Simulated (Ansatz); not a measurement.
# TaN: what the fields show

The calculation's input:

```
crystal:
  lattice:
    - [3.1329737153, 0.0, 0.0]
    - [-1.5664868577, 2.7132348268, 0.0]
    - [0.0, 0.0, 6.0875059829]
  atoms:
    - { symbol: Ta, position: [0.3333333333, 0.6666666667, 0.0314229063] }
    - { symbol: Ta, position: [0.6666666667, 0.3333333333, 0.5314229063] }
    - { symbol: "N", position: [0.3333333333, 0.6666666667, 0.3535770937] }
    - { symbol: "N", position: [0.6666666667, 0.3333333333, 0.8535770937] }
basis:
  ecutwfc: 500
kpoints:
  mp_grid: { grid: [12, 12, 6] }
hamiltonian:
  xc: r2scan
scf:
  occupations: { method: gaussian, width: 0.01 }
output:
  forces: true
  stress: true
  eigenvalues: true
  write_density: true
  write_potential: true
  elf: true
  volumetric_format: npy
relax:
  adjacent_minimum: "off"
  f_tol: 0.005
  max_steps: 80
  cell: { stress_tol: 0.05 }
```

Run with:

```sh
ansatz run input.yaml --threads 1 --pin off --max-ram 2560MiB --backend cpu --events-out ev --progress --plain --runs-dir out
```

Below, planes, directions and counts refer to the conventional cell (a = 3.13 Å, b = 3.13 Å, c = 6.09 Å, α = 90.00°, β = 90.00°, γ = 120.00°).

The fields are those of the relaxed geometry.

Space group P6₃mc.

Theory: Ansatz, DFT r2SCAN, scalar-relativistic, plane waves, PAW.

In a PAW calculation such maps are meaningful between the atoms, not at the nuclei.

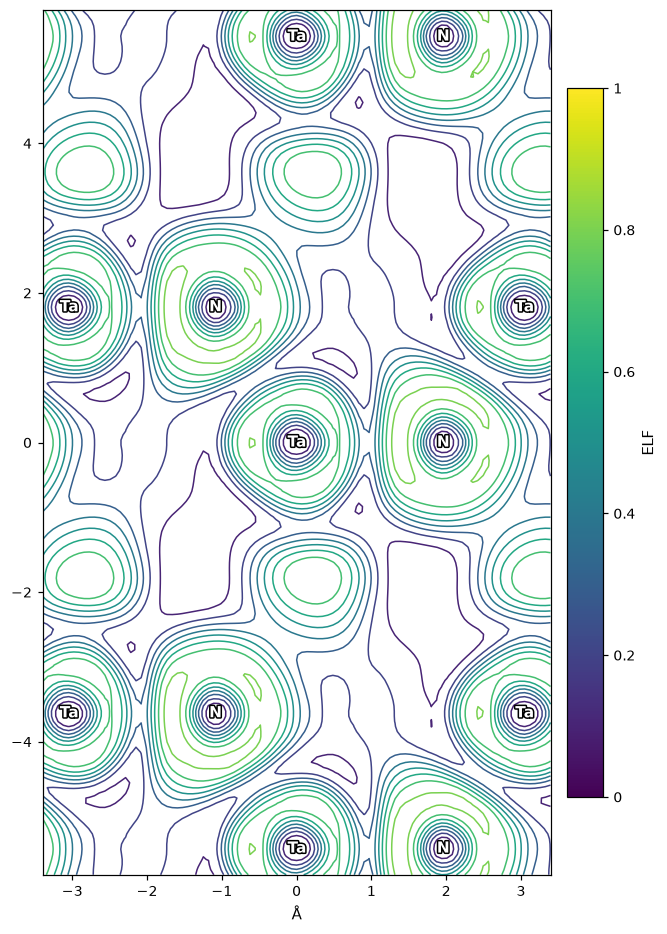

Figure 1. Electron localisation function on the (110) plane of the conventional cell.

Q: Describe what can be read from this map.

A:
- Atoms in the plane: Ta and N.
- Ta–N (1.96 Å): the ELF peaks at about 0.85 in the valence shell of N, 0.6 Å from its nucleus, and drops to about 0.30 between the two atoms.
- Ta–N (2.11 Å): the ELF peaks at about 0.80 in the valence shell of N, 0.6 Å from its nucleus, and drops to about 0.25 between the two atoms; no shared electron pair shows on this line.
- The ELF has a maximum of about 0.80 in the space between the atoms, on no atom or two-centre bond.
- The features right at Ta lie inside the PAW spheres, where the map follows smoothed inner orbitals and isn't to be read closely.

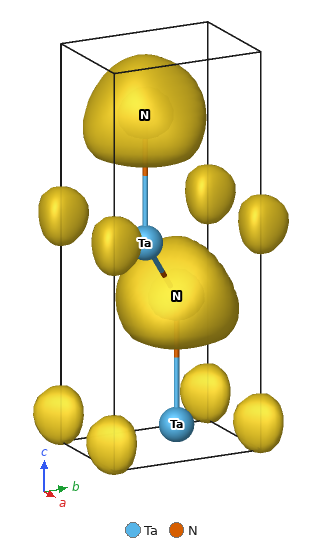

Figure 2. Isosurface of the ELF at 0.65 (yellow), seen slightly off an axis. Core shells and regions of very low density are left out. Sticks mark near contacts.

Q: Describe the localisation domains.

A: The surface consists of two regions wrapped around N (the valence shell of each) and two pockets between the atoms, centred on no nucleus (multi-centre or interstitial), counted in one cell of 4 atoms. Regions shared between cells count once.

Q: Metal or insulator at this level of theory?

A: It is gapless in this calculation (a metal or semimetal); semilocal functionals without U, or without the true magnetic order, often close the gap of such compounds.
